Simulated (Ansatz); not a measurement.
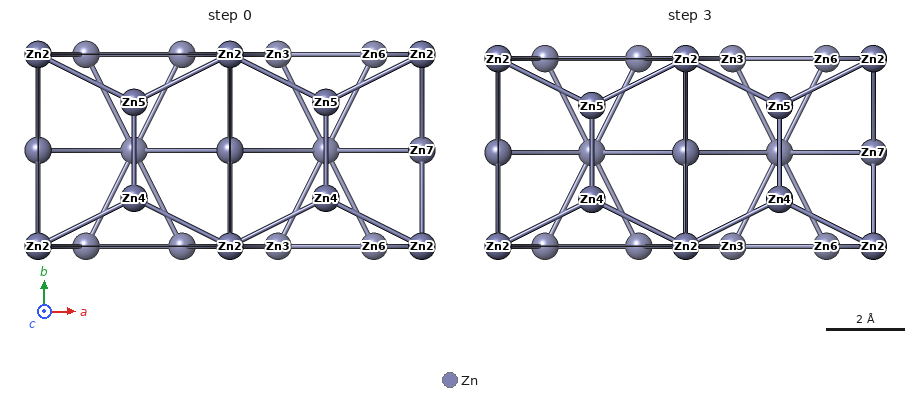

The structure of a crystal of Zn (built on the beta-tungsten (A15)_223 type) (coarse preliminary run) before (left) and after (right) a relaxation, at one scale.

A ball-and-stick model of the cell of the calculation, repeated 2 × 1 × 1 with one cell outlined, seen along the c axis.

Case: beta-tungsten (A15) type (Pm-3n, No. 223).

Method: DFT PBEsol, scalar-relativistic, plane waves, PAW in Ansatz. Settings: plane-wave cutoff 420 eV; k-point mesh 4 × 4 × 4; occupations gaussian; smearing width 0.1 eV; no spin polarisation; cell and atoms relaxed; force threshold 0.04 eV/Å; at most 70 steps.

### Summarise the run.

No atom moves by more than 0.005 Å relative to the cell. The drawn cell changes as follows: a = b = c 4.973 → 4.862 Å (−2.2 %); the volume changes by −6.5 %. Among the contacts that change: Zn–Zn 2.780 → 2.718 Å, Zn–Zn 2.487 → 2.431 Å. The space group stays Pm-3n (No. 223). Over 2 accepted moves (3 points after the start) the energy falls by 0.119 eV per cell of the calculation. All forces vanish by symmetry, so only the cell relaxes. The pressure goes from −4.57 to 0.14 GPa. The SCF was repeated once at an unchanged geometry on a basis and grid sized afresh for the cell, which shifted the energy by 4.9 meV per cell of the calculation at most. The run took roughly 26 core-seconds on a shared host.
